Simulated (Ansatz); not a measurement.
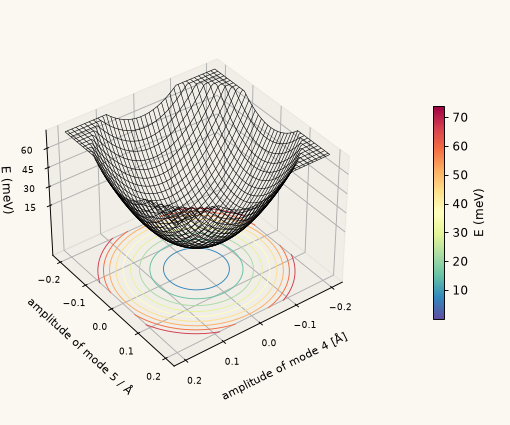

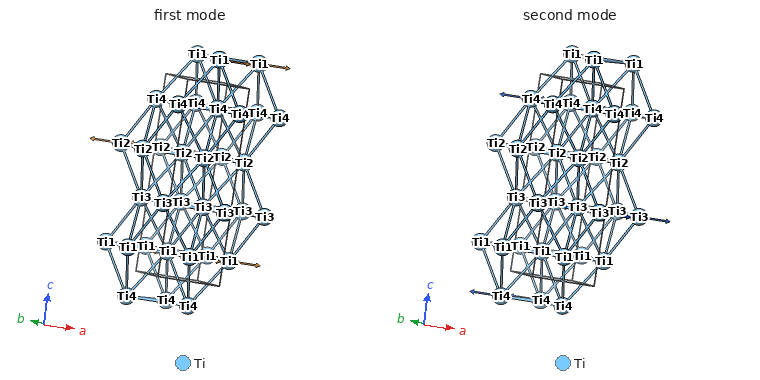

Energy landscape of Ti (P6_3/mmc, No. 194; 4 atoms in the cell). The energy is mapped over two normal modes frozen in (zone-centre modes of the 4-atom cell of this scan, which folds in the wave vector (0, 0, 1/2) of the primitive cell). First axis: amplitude of mode 4 (92 cm⁻¹), largest displacement. Second axis: amplitude of mode 5 (92 cm⁻¹), largest displacement. Nothing is relaxed (the cell and all other modes fixed). The scan uses an 11 × 11 grid; 21 points were computed and 100 follow by symmetry. Points are written as (first, second). Energies: meV per cell, counted from the lowest grid point. Computed with Ansatz, DFT PBE, scalar-relativistic, plane waves, PAW. Settings: cutoff 520 eV, k-mesh 18×18×6 in the order of the run's cell vectors, gaussian smearing 0.15 eV, no spin polarisation.

Drawn: a relief with its contours projected below, any walls above the top of the colour scale cut off. Between grid points the surface is interpolated. The second picture is the structure at the lowest point

Describe this landscape.

Answer. The lowest grid point is at (0.000 Å, 0.000 Å). No other kind of well shows on this grid. The highest grid point, (−0.201 Å, −0.201 Å), lies 120 meV above the lowest.

The whole map (21 points run) took 8.8 min on 4 threads of Arm Neoverse V1, on a shared host.

PAW datasets: the set soft_1.
